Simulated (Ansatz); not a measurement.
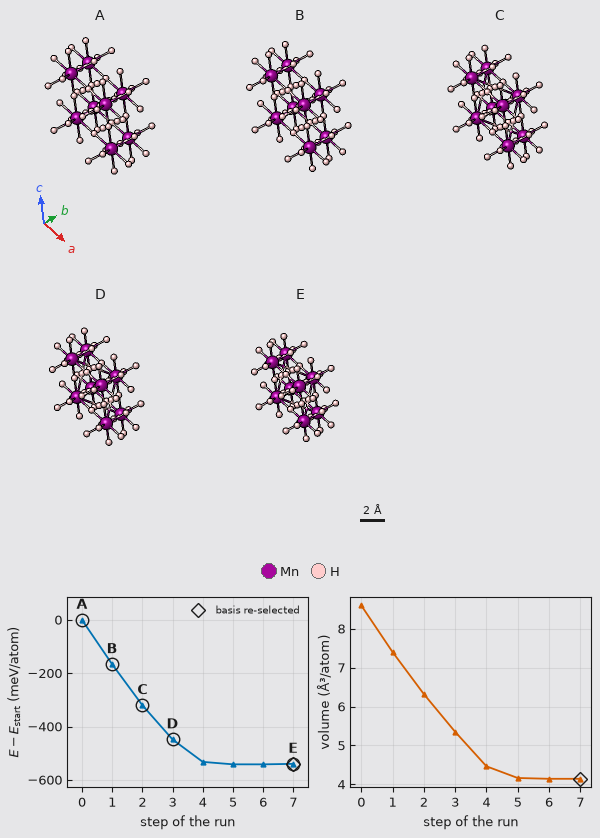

Frames of a relaxation of a crystal of MnH7 (a generated structure, set up in Im-3m) (coarse preliminary run), marked on the history of the run. A ball-and-stick model of the cell of the calculation, seen slightly off an axis.

The calculation used DFT PBE, scalar-relativistic, plane waves, PAW (Ansatz). (plane-wave cutoff 420 eV; k-point mesh 6 × 6 × 6; occupations gaussian; smearing width 0.1 eV; collinear spin; cell and atoms relaxed; force threshold 0.04 eV/Å; at most 70 steps)

**What happens along the run?**

The energy falls by 540 meV per atom in 6 accepted moves (7 points after the start). All forces vanish by symmetry, so only the cell relaxes. Pressure: −21.40 GPa at the start and −0.23 GPa at the end. The SCF was repeated once at an unchanged geometry on a basis and grid sized afresh for the cell, which shifted the energy by 1.9 meV per atom at most. No atom moves by more than 0.005 Å relative to the cell. The drawn cell changes as follows: a = b = c 4.471 → 3.505 Å (−21.6 %); the volume changes by −51.8 %. Among the contacts that change: H–Mn 2.581 → 2.024 Å, H–Mn 2.235 → 1.752 Å. New bonds form: H–Mn (2.58 → 2.02 Å). The space group stays Im-3m (No. 229). From step 0 to 1: volume −13.9 %, energy −166 meV per atom. From step 1 to 2: volume −14.6 %, energy −154 meV per atom. From step 2 to 3: volume −15.3 %, energy −128 meV per atom. From step 3 to 7: volume −22.6 %, energy −91.5 meV per atom.
